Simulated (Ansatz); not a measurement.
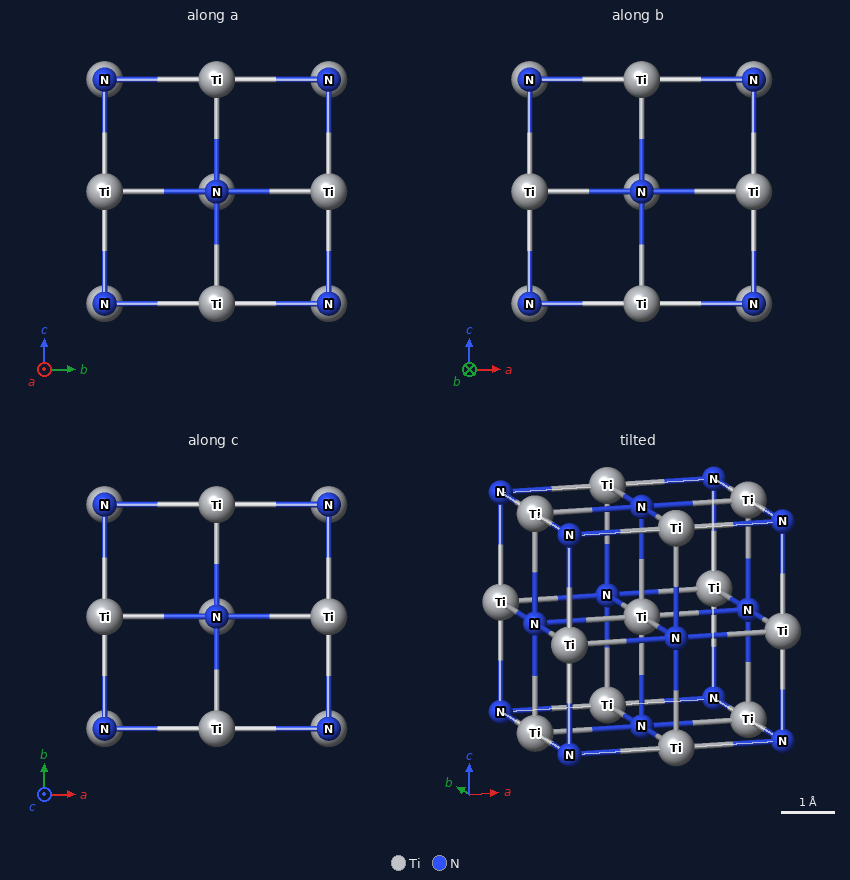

The image is a ball-and-stick drawing of a crystal, viewed along the a axis, along the b axis, along the c axis and slightly off an axis. The conventional unit cell is outlined; an atom on or near a face, edge or corner is repeated at each equivalent position.

Lattice parameters: a = 4.288 Å, b = 4.288 Å, c = 4.288 Å, α = 90.00°, β = 90.00°, γ = 90.00°. Put a along x and b in the xy plane.

**Record the structure as a POSCAR file.**

```
Ti N
1.0
     4.288    0.000    0.000
     0.000    4.288    0.000
     0.000    0.000    4.288
Ti N
4 4
Direct
  0.5000 0.0000 0.0000
  0.5000 0.5000 0.5000
  0.0000 0.0000 0.5000
  0.0000 0.5000 0.0000
  0.0000 0.0000 0.0000
  0.0000 0.5000 0.5000
  0.5000 0.0000 0.5000
  0.5000 0.5000 0.0000
```

The initial geometry was a structure type filled with these elements by a generator (whether the compound takes this form wasn't checked). The cell was then strained or its atoms displaced on purpose. It went into a calculation with Ansatz.

At this level of theory the run's own cell isn't at rest (stretched, at -11 GPa), so its distances can differ from those at equilibrium, the more so the softer the solid.
